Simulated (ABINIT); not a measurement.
# Band-structure run of Be (part 3 of 3)

Continued. System: Be (1 atom in the cell). Method: Kohn-Sham DFT of a periodic cell, TB-mBJ, JTH PAW LDA v2.0, spin-polarised (ABINIT 10.8.3); cutoff 680.28 eV, 15×15×15 k-mesh, cold smearing of 0.05 eV, collinear spins. The structure derives from a Materials Project entry.

Geometry of the input (Å; fractional positions):
```
-1.2531  1.2531  1.2531
1.2531  -1.2531  1.2531
1.2531  1.2531  -1.2531
Be 0.0000  0.0000  0.0000
```

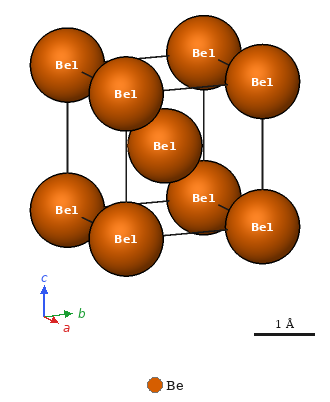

**Figure 1.** The structure (spheres-only view of the cell 2 times as large as that of the calculation, set on its symmetry axes, seen slightly off an axis; atoms are numbered from 1 in the order of the input).

**Output, continued**
```
 -3.5504E+00 -1.4759E-01  9.4307E-01  9.6202E-01  9.9171E-01  1.2987E+00
  1.3220E+00  1.4374E+00  1.5006E+00  1.5155E+00
 Non-SCF case, kpt   18 (  0.00000  0.00000  0.00000), residuals and eigenvalues=
  3.91E-13  3.60E-14  2.02E-13  7.40E-14  2.07E-13  2.63E-13  2.34E-13  4.41E-13
  7.31E-10  7.55E-09
 -3.5505E+00 -1.6061E-01  1.0070E+00  1.0070E+00  1.0070E+00  1.4367E+00
  1.4367E+00  1.4367E+00  1.5117E+00  1.5117E+00
 Non-SCF case, kpt   19 (  0.04167  0.04167  0.04167), residuals and eigenvalues=
  9.10E-13  9.08E-15  5.64E-13  1.13E-13  3.01E-13  4.01E-13  2.33E-13  5.41E-13
  2.43E-10  3.46E-06
 -3.5504E+00 -1.4705E-01  9.4557E-01  9.7118E-01  9.7118E-01  1.3050E+00
  1.3050E+00  1.4940E+00  1.4940E+00  1.5367E+00
 Non-SCF case, kpt   20 (  0.08333  0.08333  0.08333), residuals and eigenvalues=
  7.41E-13  2.16E-14  8.79E-14  2.88E-13  1.98E-13  3.44E-13  5.20E-13  9.95E-13
  7.58E-13  1.10E-10
 -3.5502E+00 -1.0639E-01  8.4035E-01  8.4170E-01  8.4170E-01  1.2607E+00
  1.2607E+00  1.5475E+00  1.5475E+00  1.6119E+00
 Non-SCF case, kpt   21 (  0.12500  0.12500  0.12500), residuals and eigenvalues=
  2.01E-13  1.88E-14  3.17E-13  2.40E-13  1.67E-13  1.68E-13  6.43E-13  6.62E-13
  2.10E-10  4.10E-09
 -3.5500E+00 -3.8652E-02  6.7515E-01  6.7515E-01  7.5028E-01  1.3140E+00
  1.3140E+00  1.6383E+00  1.6383E+00  1.7035E+00
 Non-SCF case, kpt   22 (  0.16667  0.16667  0.16667), residuals and eigenvalues=
  2.31E-13  1.35E-14  2.55E-13  1.80E-13  3.20E-13  4.13E-13  5.48E-13  9.56E-13
  2.58E-10  1.01E-07
 -3.5498E+00  5.5835E-02  5.2405E-01  5.2405E-01  6.8637E-01  1.4129E+00
  1.4129E+00  1.7650E+00  1.7650E+00  1.8232E+00
 Non-SCF case, kpt   23 (  0.20833  0.20833  0.20833), residuals and eigenvalues=
  1.27E-13  3.30E-13  5.81E-14  4.32E-14  8.13E-14  6.72E-13  7.38E-13  5.60E-13
  6.25E-08  3.92E-06
 -3.5497E+00  1.7556E-01  4.0239E-01  4.0239E-01  6.4771E-01  1.5325E+00
  1.5325E+00  1.7385E+00  1.9251E+00  1.9251E+00
 Non-SCF case, kpt   24 (  0.25000  0.25000  0.25000), residuals and eigenvalues=
  1.62E-13  3.10E-13  2.12E-13  1.41E-13  1.73E-14  8.57E-13  5.83E-13  2.05E-13
  1.36E-06  8.85E-05
 -3.5496E+00  3.1410E-01  3.1410E-01  3.1410E-01  6.3324E-01  1.6314E+00
  1.6314E+00  1.6314E+00  2.0611E+00  2.0611E+00
 Non-SCF case, kpt   25 (  0.29167  0.12500  0.29167), residuals and eigenvalues=
  1.36E-13  7.61E-14  1.63E-13  1.09E-13  9.53E-14  1.17E-13  2.90E-13  6.45E-13
  8.77E-10  5.91E-09
 -3.5496E+00  2.6052E-01  2.6052E-01  4.4214E-01  6.6066E-01  1.5005E+00
  1.6096E+00  1.6096E+00  1.8892E+00  1.8892E+00
 Non-SCF case, kpt   26 (  0.33333  0.00000  0.33333), residuals and eigenvalues=
  1.63E-13  7.88E-13  1.30E-14  6.69E-15  1.67E-13  2.24E-13  3.10E-13  1.82E-13
  7.40E-11  5.43E-10
 -3.5496E+00  2.4204E-01  2.4204E-01  4.9448E-01  7.7462E-01  1.3965E+00
  1.3965E+00  1.3970E+00  1.8300E+00  1.8300E+00
 Non-SCF case, kpt   27 (  0.37500 -0.12500  0.37500), residuals and eigenvalues=
  9.36E-14  4.50E-14  1.57E-14  1.10E-14  8.17E-13  2.90E-13  5.26E-14  9.84E-13
  6.57E-11  2.35E-10
 -3.5495E+00  2.5840E-01  2.5840E-01  4.8999E-01  9.0773E-01  1.1467E+00
  1.1467E+00  1.3944E+00  1.8459E+00  1.8459E+00
 Non-SCF case, kpt   28 (  0.41667 -0.25000  0.41667), residuals and eigenvalues=
  3.53E-13  4.16E-14  1.39E-14  1.60E-14  5.16E-13  8.82E-13  9.13E-13  1.30E-13
  9.83E-13  7.01E-12
 -3.5493E+00  3.0814E-01  3.0814E-01  4.6943E-01  9.2226E-01  9.2226E-01
  9.6434E-01  1.5540E+00  1.8942E+00  1.8942E+00
 Non-SCF case, kpt   29 (  0.45833 -0.37500  0.45833), residuals and eigenvalues=
  4.27E-13  3.50E-13  1.77E-13  4.45E-13  3.28E-13  2.17E-14  3.59E-13  7.53E-13
  8.01E-13  4.20E-12
 -3.5492E+00  3.8475E-01  3.8475E-01  4.5012E-01  7.3936E-01  7.3936E-01
  9.7219E-01  1.8181E+00  1.9619E+00  1.9619E+00
 Non-SCF case, kpt   30 (  0.50000 -0.50000  0.50000), residuals and eigenvalues=
  4.75E-13  5.26E-14  6.04E-14  1.42E-13  1.56E-14  6.34E-14  1.53E-14  5.85E-13
  4.08E-13  4.95E-13
 -3.5491E+00  4.4244E-01  4.4244E-01  4.4244E-01  6.4609E-01  6.4609E-01
  9.7209E-01  2.0052E+00  2.0052E+00  2.0052E+00

Result for kinetic energy density :

--------------------------------------------------------------------------------
 Total kinetic energy density [Ha/Bohr^3]
)     Maximum=    3.7503E-01  at reduced coord.    0.8519    0.8889    0.9630
)     Minimum=    9.4843E-03  at reduced coord.    0.7407    0.4815    0.2222
   Integrated=    2.0239E+00
 Spin up density      [Ha/Bohr^3]
)     Maximum=    1.8751E-01  at reduced coord.    0.8519    0.8889    0.9630
)     Minimum=    4.7422E-03  at reduced coord.    0.7407    0.4815    0.2222
   Integrated=    1.0119E+00
 Spin down density    [Ha/Bohr^3]
)     Maximum=    1.8751E-01  at reduced coord.    0.8519    0.8889    0.9630
)     Minimum=    4.7422E-03  at reduced coord.    0.7407    0.4815    0.2222
   Integrated=    1.0119E+00
 Magnetization (spin up - spin down) [Ha/Bohr^3]
)     Maximum=    0.0000E+00  at reduced coord.    0.9630    0.9630    0.9630
)     Minimum=    0.0000E+00  at reduced coord.    0.0000    0.0000    0.0000
   Integrated=    0.0000E+00
 Relative magnetization (=zeta, between -1 and 1)
)     Maximum=    0.0000E+00  at reduced coord.    0.9630    0.9630    0.9630
)     Minimum=    0.0000E+00  at reduced coord.    0.0000    0.0000    0.0000
--------------------------------------------------------------------------------

--- !ResultsGS
iteration_state: {dtset: 2, }
comment   : Summary of ground state results
lattice_vectors:
- [ -2.3680554,   2.3680554,   2.3680554, ]
- [  2.3680554,  -2.3680554,   2.3680554, ]
- [  2.3680554,   2.3680554,  -2.3680554, ]
lattice_lengths: [   4.10159,    4.10159,    4.10159, ]
lattice_angles: [109.471, 109.471, 109.471, ] # degrees, (23, 13, 12)
lattice_volume:   5.3117248E+01
convergence: {deltae:  0.000E+00, res2:  0.000E+00, residm:  9.954E-13, diffor:  0.000E+00, }
etotal    :  -1.20858870E+01
entropy   :   0.00000000E+00
fermie    :   2.88202335E-01
cartesian_stress_tensor: null
pressure_GPa: null
xred      :
- [  0.0000E+00,   0.0000E+00,   0.0000E+00, Be]
cartesian_forces: null
force_length_stats: {min: null, max: null, mean: null, }
...

 Integrated electronic and magnetization densities in atomic spheres:
 ------------------------------------------------------------------------------------------------------------
 Radius=ratsph(iatom), smearing ratsm=  0.0000. Diff(up-dn)=approximate z local magnetic moment.
    Atom    Radius    up_density   dn_density  Total(up+dn)  Diff(up-dn)
    1 Be   1.60728     1.303769     1.303769      2.607538    -0.000000
 ------------------------------------------------------------------------------------------------------------
  Sum:                 1.303769     1.303769      2.607538    -0.000000
 Total magnetization (from the atomic spheres):               -0.000000
 Total magnetization (exact up - dn):                         -0.000000

================================================================================

 ----iterations are completed or convergence reached----

 Mean square residual over all n,k,spin=   26.769E-14; max=  99.541E-14
 reduced coordinates (array xred) for    1 atoms
       0.000000000000      0.000000000000      0.000000000000

 cartesian coordinates (angstrom) at end:
    1      0.00000000000000     0.00000000000000     0.00000000000000
 length scales=  1.000000000000  1.000000000000  1.000000000000 bohr
              =  0.529177210544  0.529177210544  0.529177210544 angstroms
 Eigenvalues (hartree) for nkpt=  30  k points, SPIN UP:
 kpt#   1, nband= 10, wtk=  1.00000, kpt=  0.0000  0.0000  0.0000 (reduced coord)
  -3.55052   -0.16061    1.00704    1.00704    1.00704    1.43666    1.43666    1.43666
   1.51172    1.51172
 kpt#   2, nband= 10, wtk=  1.00000, kpt=  0.0714 -0.0714  0.0714 (reduced coord)
  -3.55044   -0.14731    0.95476    0.95476    0.98690    1.29166    1.37203    1.37203
   1.45457    1.56895
 kpt#   3, nband= 10, wtk=  1.00000, kpt=  0.1429 -0.1429  0.1429 (reduced coord)
  -3.55022   -0.10717    0.83305    0.83305    0.94945    1.09453    1.37680    1.37680
   1.50830    1.71122
 kpt#   4, nband= 10, wtk=  1.00000, kpt=  0.2143 -0.2143  0.2143 (reduced coord)
  -3.54991   -0.03954    0.70249    0.70249    0.92222    0.93312    1.44634    1.44634
   1.59782    1.65874
 kpt#   5, nband= 10, wtk=  1.00000, kpt=  0.2857 -0.2857  0.2857 (reduced coord)
  -3.54960    0.05640    0.59152    0.59152    0.80756    0.91205    1.35725    1.55978
   1.55978    1.72309
 kpt#   6, nband= 10, wtk=  1.00000, kpt=  0.3571 -0.3571  0.3571 (reduced coord)
  -3.54934    0.18079    0.50935    0.50935    0.71785    0.90309    1.08951    1.70865
   1.70865    1.88400
 kpt#   7, nband= 10, wtk=  1.00000, kpt=  0.4286 -0.4286  0.4286 (reduced coord)
  -3.54917    0.32934    0.45925    0.45925    0.66403    0.78156    0.97675    1.88218
   1.88218    2.02414
 kpt#   8, nband= 10, wtk=  1.00000, kpt=  0.5000 -0.5000  0.5000 (reduced coord)
  -3.54909    0.44244    0.44244    0.44244    0.64609    0.64609    0.97209    2.00521
   2.00521    2.00521
 kpt#   9, nband= 10, wtk=  1.00000, kpt=  0.4000 -0.4000  0.5000 (reduced coord)
  -3.54917    0.35973    0.41081    0.45889    0.70210    0.76304    0.97318    1.84935
   1.89079    2.01863
 kpt#  10, nband= 10, wtk=  1.00000, kpt=  0.3000 -0.3000  0.5000 (reduced coord)
  -3.54931    0.25031    0.36307    0.50773    0.80702    0.97490    0.98814    1.58654
   1.74439    2.05660
 kpt#  11, nband= 10, wtk=  1.00000, kpt=  0.2000 -0.2000  0.5000 (reduced coord)
  -3.54949    0.16729    0.32919    0.58646    0.86427    1.07039    1.22731    1.34247
   1.64681    2.10696
 kpt#  12, nband= 10, wtk=  1.00000, kpt=  0.1000 -0.1000  0.5000 (reduced coord)
  -3.54963    0.11663    0.31128    0.68493    0.86467    1.14287    1.19752    1.50982
   1.60867    2.09334
 kpt#  13, nband= 10, wtk=  1.00000, kpt=  0.0000  0.0000  0.5000 (reduced coord)
  -3.54969    0.09966    0.30595    0.74828    0.86008    1.04561    1.25845    1.61119
   1.75342    1.90193
 kpt#  14, nband= 10, wtk=  1.00000, kpt=  0.0000  0.0000  0.4000 (reduced coord)
  -3.54977    0.04015    0.39582    0.76370    0.87216    1.06308    1.24632    1.55364
   1.78161    1.94576
 kpt#  15, nband= 10, wtk=  1.00000, kpt=  0.0000  0.0000  0.3000 (reduced coord)
  -3.54998   -0.04414    0.56877    0.80900    0.90582    1.11542    1.22624    1.47083
   1.72862    1.93082
 kpt#  16, nband= 10, wtk=  1.00000, kpt=  0.0000  0.0000  0.2000 (reduced coord)
  -3.55024   -0.10855    0.76832    0.87993    0.95175    1.20230    1.22821    1.42397
   1.59562    1.69870
 kpt#  17, nband= 10, wtk=  1.00000, kpt=  0.0000  0.0000  0.1000 (reduced coord)
  -3.55044   -0.14759    0.94307    0.96202    0.99171    1.29869    1.32199    1.43739
   1.50063    1.51550
 kpt#  18, nband= 10, wtk=  1.00000, kpt=  0.0000  0.0000  0.0000 (reduced coord)
  -3.55052   -0.16061    1.00704    1.00704    1.00704    1.43666    1.43666    1.43666
   1.51172    1.51172
 kpt#  19, nband= 10, wtk=  1.00000, kpt=  0.0417  0.0417  0.0417 (reduced coord)
  -3.55044   -0.14705    0.94557    0.97118    0.97118    1.30501    1.30501    1.49396
   1.49396    1.53669
 kpt#  20, nband= 10, wtk=  1.00000, kpt=  0.0833  0.0833  0.0833 (reduced coord)
  -3.55024   -0.10639    0.84035    0.84170    0.84170    1.26066    1.26066    1.54754
   1.54754    1.61190
 kpt#  21, nband= 10, wtk=  1.00000, kpt=  0.1250  0.1250  0.1250 (reduced coord)
  -3.54998   -0.03865    0.67515    0.67515    0.75028    1.31402    1.31402    1.63828
   1.63828    1.70352
 kpt#  22, nband= 10, wtk=  1.00000, kpt=  0.1667  0.1667  0.1667 (reduced coord)
  -3.54977    0.05584    0.52405    0.52405    0.68637    1.41288    1.41288    1.76498
   1.76498    1.82317
 kpt#  23, nband= 10, wtk=  1.00000, kpt=  0.2083  0.2083  0.2083 (reduced coord)
  -3.54967    0.17556    0.40239    0.40239    0.64771    1.53247    1.53247    1.73854
   1.92506    1.92507
 kpt#  24, nband= 10, wtk=  1.00000, kpt=  0.2500  0.2500  0.2500 (reduced coord)
  -3.54963    0.31410    0.31410    0.31410    0.63324    1.63144    1.63144    1.63144
   2.06110    2.06112
 kpt#  25, nband= 10, wtk=  1.00000, kpt=  0.2917  0.1250  0.2917 (reduced coord)
  -3.54964    0.26052    0.26052    0.44214    0.66066    1.50054    1.60961    1.60961
   1.88925    1.88925
 kpt#  26, nband= 10, wtk=  1.00000, kpt=  0.3333  0.0000  0.3333 (reduced coord)
  -3.54958    0.24204    0.24204    0.49448    0.77462    1.39651    1.39651    1.39704
   1.83000    1.83000
 kpt#  27, nband= 10, wtk=  1.00000, kpt=  0.3750 -0.1250  0.3750 (reduced coord)
  -3.54947    0.25840    0.25840    0.48999    0.90773    1.14667    1.14667    1.39435
   1.84594    1.84594
 kpt#  28, nband= 10, wtk=  1.00000, kpt=  0.4167 -0.2500  0.4167 (reduced coord)
  -3.54931    0.30814    0.30814    0.46943    0.92226    0.92226    0.96434    1.55395
   1.89419    1.89419
 kpt#  29, nband= 10, wtk=  1.00000, kpt=  0.4583 -0.3750  0.4583 (reduced coord)
  -3.54917    0.38475    0.38475    0.45012    0.73936    0.73936    0.97219    1.81808
   1.96193    1.96193
 kpt#  30, nband= 10, wtk=  1.00000, kpt=  0.5000 -0.5000  0.5000 (reduced coord)
  -3.54909    0.44244    0.44244    0.44244    0.64609    0.64609    0.97209    2.00521
   2.00521    2.00521
 Eigenvalues (hartree) for nkpt=  30  k points, SPIN DOWN:
 kpt#   1, nband= 10, wtk=  1.00000, kpt=  0.0000  0.0000  0.0000 (reduced coord)
  -3.55052   -0.16061    1.00704    1.00704    1.00704    1.43666    1.43666    1.43666
   1.51172    1.51172
 kpt#   2, nband= 10, wtk=  1.00000, kpt=  0.0714 -0.0714  0.0714 (reduced coord)
  -3.55044   -0.14731    0.95476    0.95476    0.98690    1.29166    1.37203    1.37203
   1.45457    1.56895
 kpt#   3, nband= 10, wtk=  1.00000, kpt=  0.1429 -0.1429  0.1429 (reduced coord)
  -3.55022   -0.10717    0.83305    0.83305    0.94945    1.09453    1.37680    1.37680
   1.50830    1.71122
 kpt#   4, nband= 10, wtk=  1.00000, kpt=  0.2143 -0.2143  0.2143 (reduced coord)
  -3.54991   -0.03954    0.70249    0.70249    0.92222    0.93312    1.44634    1.44634
   1.59782    1.65874
 kpt#   5, nband= 10, wtk=  1.00000, kpt=  0.2857 -0.2857  0.2857 (reduced coord)
  -3.54960    0.05640    0.59152    0.59152    0.80756    0.91205    1.35725    1.55978
   1.55978    1.72309
 kpt#   6, nband= 10, wtk=  1.00000, kpt=  0.3571 -0.3571  0.3571 (reduced coord)
  -3.54934    0.18079    0.50935    0.50935    0.71785    0.90309    1.08951    1.70865
   1.70865    1.88400
 kpt#   7, nband= 10, wtk=  1.00000, kpt=  0.4286 -0.4286  0.4286 (reduced coord)
  -3.54917    0.32934    0.45925    0.45925    0.66403    0.78156    0.97675    1.88218
   1.88218    2.02414
 kpt#   8, nband= 10, wtk=  1.00000, kpt=  0.5000 -0.5000  0.5000 (reduced coord)
  -3.54909    0.44244    0.44244    0.44244    0.64609    0.64609    0.97209    2.00521
   2.00521    2.00521
 kpt#   9, nband= 10, wtk=  1.00000, kpt=  0.4000 -0.4000  0.5000 (reduced coord)
  -3.54917    0.35973    0.41081    0.45889    0.70210    0.76304    0.97318    1.84935
   1.89079    2.01863
 kpt#  10, nband= 10, wtk=  1.00000, kpt=  0.3000 -0.3000  0.5000 (reduced coord)
  -3.54931    0.25031    0.36307    0.50773    0.80702    0.97490    0.98814    1.58654
   1.74439    2.05660
 kpt#  11, nband= 10, wtk=  1.00000, kpt=  0.2000 -0.2000  0.5000 (reduced coord)
  -3.54949    0.16729    0.32919    0.58646    0.86427    1.07039    1.22731    1.34247
   1.64681    2.10696
 kpt#  12, nband= 10, wtk=  1.00000, kpt=  0.1000 -0.1000  0.5000 (reduced coord)
  -3.54963    0.11663    0.31128    0.68493    0.86467    1.14287    1.19752    1.50982
   1.60867    2.09334
 kpt#  13, nband= 10, wtk=  1.00000, kpt=  0.0000  0.0000  0.5000 (reduced coord)
  -3.54969    0.09966    0.30595    0.74828    0.86008    1.04561    1.25845    1.61119
   1.75342    1.90193
 kpt#  14, nband= 10, wtk=  1.00000, kpt=  0.0000  0.0000  0.4000 (reduced coord)
  -3.54977    0.04015    0.39582    0.76370    0.87216    1.06308    1.24632    1.55364
   1.78161    1.94576
 kpt#  15, nband= 10, wtk=  1.00000, kpt=  0.0000  0.0000  0.3000 (reduced coord)
  -3.54998   -0.04414    0.56877    0.80900    0.90582    1.11542    1.22624    1.47083
   1.72862    1.93082
 kpt#  16, nband= 10, wtk=  1.00000, kpt=  0.0000  0.0000  0.2000 (reduced coord)
  -3.55024   -0.10855    0.76832    0.87993    0.95175    1.20230    1.22821    1.42397
   1.59562    1.69870
 kpt#  17, nband= 10, wtk=  1.00000, kpt=  0.0000  0.0000  0.1000 (reduced coord)
  -3.55044   -0.14759    0.94307    0.96202    0.99171    1.29869    1.32199    1.43739
   1.50063    1.51550
 kpt#  18, nband= 10, wtk=  1.00000, kpt=  0.0000  0.0000  0.0000 (reduced coord)
  -3.55052   -0.16061    1.00704    1.00704    1.00704    1.43666    1.43666    1.43666
   1.51172    1.51172
 kpt#  19, nband= 10, wtk=  1.00000, kpt=  0.0417  0.0417  0.0417 (reduced coord)
  -3.55044   -0.14705    0.94557    0.97118    0.97118    1.30501    1.30501    1.49396
   1.49396    1.53669
 kpt#  20, nband= 10, wtk=  1.00000, kpt=  0.0833  0.0833  0.0833 (reduced coord)
  -3.55024   -0.10639    0.84035    0.84170    0.84170    1.26066    1.26066    1.54754
   1.54754    1.61190
 kpt#  21, nband= 10, wtk=  1.00000, kpt=  0.1250  0.1250  0.1250 (reduced coord)
  -3.54998   -0.03865    0.67515    0.67515    0.75028    1.31402    1.31402    1.63828
   1.63828    1.70352
 kpt#  22, nband= 10, wtk=  1.00000, kpt=  0.1667  0.1667  0.1667 (reduced coord)
  -3.54977    0.05584    0.52405    0.52405    0.68637    1.41288    1.41288    1.76498
   1.76498    1.82317
 kpt#  23, nband= 10, wtk=  1.00000, kpt=  0.2083  0.2083  0.2083 (reduced coord)
  -3.54967    0.17556    0.40239    0.40239    0.64771    1.53247    1.53247    1.73854
   1.92506    1.92507
 kpt#  24, nband= 10, wtk=  1.00000, kpt=  0.2500  0.2500  0.2500 (reduced coord)
  -3.54963    0.31410    0.31410    0.31410    0.63324    1.63144    1.63144    1.63144
   2.06110    2.06112
 kpt#  25, nband= 10, wtk=  1.00000, kpt=  0.2917  0.1250  0.2917 (reduced coord)
  -3.54964    0.26052    0.26052    0.44214    0.66066    1.50054    1.60961    1.60961
   1.88925    1.88925
 kpt#  26, nband= 10, wtk=  1.00000, kpt=  0.3333  0.0000  0.3333 (reduced coord)
  -3.54958    0.24204    0.24204    0.49448    0.77462    1.39651    1.39651    1.39704
   1.83000    1.83000
 kpt#  27, nband= 10, wtk=  1.00000, kpt=  0.3750 -0.1250  0.3750 (reduced coord)
  -3.54947    0.25840    0.25840    0.48999    0.90773    1.14667    1.14667    1.39435
   1.84594    1.84594
 kpt#  28, nband= 10, wtk=  1.00000, kpt=  0.4167 -0.2500  0.4167 (reduced coord)
  -3.54931    0.30814    0.30814    0.46943    0.92226    0.92226    0.96434    1.55395
   1.89419    1.89419
 kpt#  29, nband= 10, wtk=  1.00000, kpt=  0.4583 -0.3750  0.4583 (reduced coord)
  -3.54917    0.38475    0.38475    0.45012    0.73936    0.73936    0.97219    1.81808
   1.96193    1.96193
 kpt#  30, nband= 10, wtk=  1.00000, kpt=  0.5000 -0.5000  0.5000 (reduced coord)
  -3.54909    0.44244    0.44244    0.44244    0.64609    0.64609    0.97209    2.00521
   2.00521    2.00521

== END DATASET(S) ==============================================================
================================================================================

 -outvars: echo values of variables after computation  --------
            acell      1.0000000000E+00  1.0000000000E+00  1.0000000000E+00 Bohr
           etotal1    -1.2085886999E+01
            fcart1     9.9999999999E+99  9.9999999999E+99  9.9999999999E+99
            rprim     -2.3680554006E+00  2.3680554006E+00  2.3680554006E+00
                       2.3680554006E+00 -2.3680554006E+00  2.3680554006E+00
                       2.3680554006E+00  2.3680554006E+00 -2.3680554006E+00
           strten1     9.9999999999E+99  9.9999999999E+99  9.9999999999E+99
                       9.9999999999E+99  9.9999999999E+99  9.9999999999E+99
 Calculation completed.
```

**Summary**

| quantity | value |
| --- | --- |
| outcome | converged |
| space group (tolerance 0.01 Å) | Im-3m (229) |
| electrons treated | 4 |
| Fermi energy | 7.842 eV |
| gap on the k-point mesh | none (metallic) |
| net moment of the cell | 0.00 μB |
| hardware | 1 thread of Arm Neoverse V1, 24 GiB of memory available, shared host |
| wall time | 2.6 min |
| peak memory | 0.11 GiB |

Settings chosen away from the usual ones: diemixmag set to 2.0. Points of doubt noted for this run: libxc opposed gradients.
